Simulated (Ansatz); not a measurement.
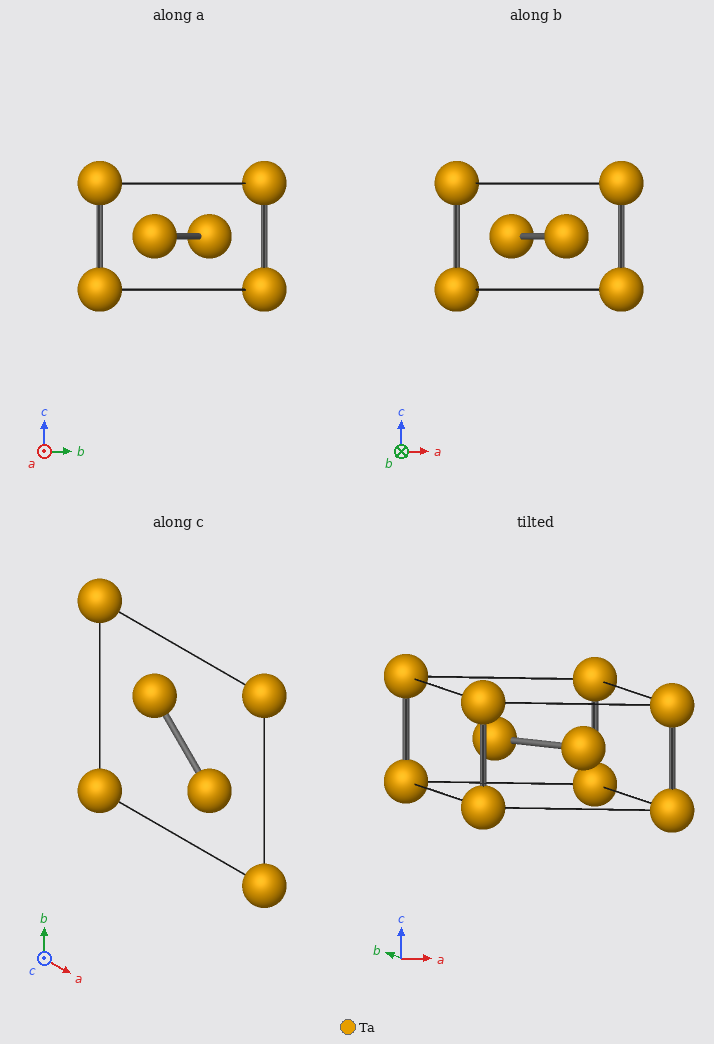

The image is a ball-and-stick drawing of a crystal, viewed along the a axis, along the b axis, along the c axis and slightly off an axis. The frame is the conventional unit cell; atoms at its boundary are shown with their periodic copies.

Lattice parameters: a = 4.8103 Å, b = 4.8103 Å, c = 2.6938 Å, α = 90.000°, β = 90.000°, γ = 120.000°.

> Set out the cell and atoms as a CIF with its space group and independent sites.

```cif
data_structure
_symmetry_space_group_name_H-M 'P 6/m m m'
_symmetry_Int_Tables_number 191
_cell_length_a 4.8103
_cell_length_b 4.8103
_cell_length_c 2.6938
_cell_angle_alpha 90.000
_cell_angle_beta 90.000
_cell_angle_gamma 120.000
_cell_volume 53.98
loop_
_atom_site_label
_atom_site_type_symbol
_atom_site_symmetry_multiplicity
_atom_site_Wyckoff_symbol
_atom_site_fract_x
_atom_site_fract_y
_atom_site_fract_z
_atom_site_occupancy
Ta1 Ta 1 a 0.0000 0.0000 0.0000 1
Ta2 Ta 2 d 0.3333 0.6667 0.5000 1
```

Starting structure: a textbook structure type filled with this element (whether it is the usual form wasn't checked). What is shown is the relaxed result from DFT PBEsol, scalar-relativistic, plane waves, PAW (Ansatz).
